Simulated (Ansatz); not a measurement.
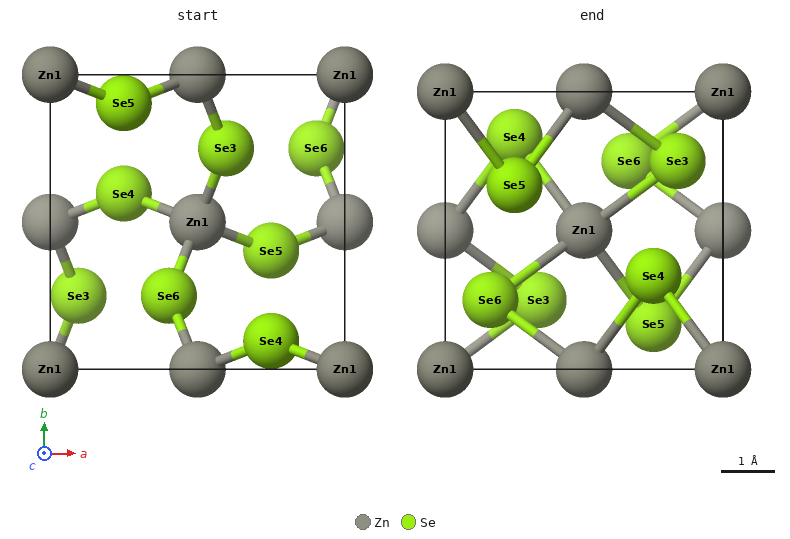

The structure of crystalline ZnSe$_{2}$ (built on the SiO2-122 type type) before (left) and after (right) a relaxation, at one scale.

Style: ball-and-stick. Shown: the conventional cell (2 times the calculation's cell), along the c axis. Lengths and directions refer to the drawn axes.

The calculation used DFT, PBEsol, plane waves, PAW (Ansatz). (plane-wave cutoff 420 eV; k-point mesh 6 × 6 × 6; occupations fermi dirac; smearing width 0.03 eV; no spin polarisation; cell and atoms relaxed; force threshold 0.01 eV/Å; at most 120 steps)

### Describe what moved and what it gained.

The largest moves relative to the cell, 1.27 Å, are those of Se atoms. Zn stays in place. Cell: a = b 5.599 → 5.277 Å (−5.7 %), c 8.262 → 8.630 Å (+4.5 %). Volume −7.2 %. Near-neighbour distances that change, for instance: Se–Se 5.312 → 3.151 Å, Se–Se 3.002 → 4.428 Å, Se–Se 4.287 → 3.101 Å, Se–Se 2.962 → 3.802 Å. Bond angles that change, for instance: Zn–Se–Zn 145.4° → 87.6°, Se–Zn–Se 110.9° → 128.0°, Se–Zn–Se 108.7° → 101.1°. The space group stays I-42d (No. 122). After 11 accepted moves (13 points after the start) the energy has fallen by 26.323 eV per cell of the calculation. Largest force component: 10 eV/Å at the start, 0.00017 eV/Å at the end. The pressure goes from 100.12 to 0.00 GPa. The SCF was repeated twice at an unchanged geometry on a basis and grid sized afresh for the cell, which shifted the energy by 2.1 meV per cell of the calculation at most.
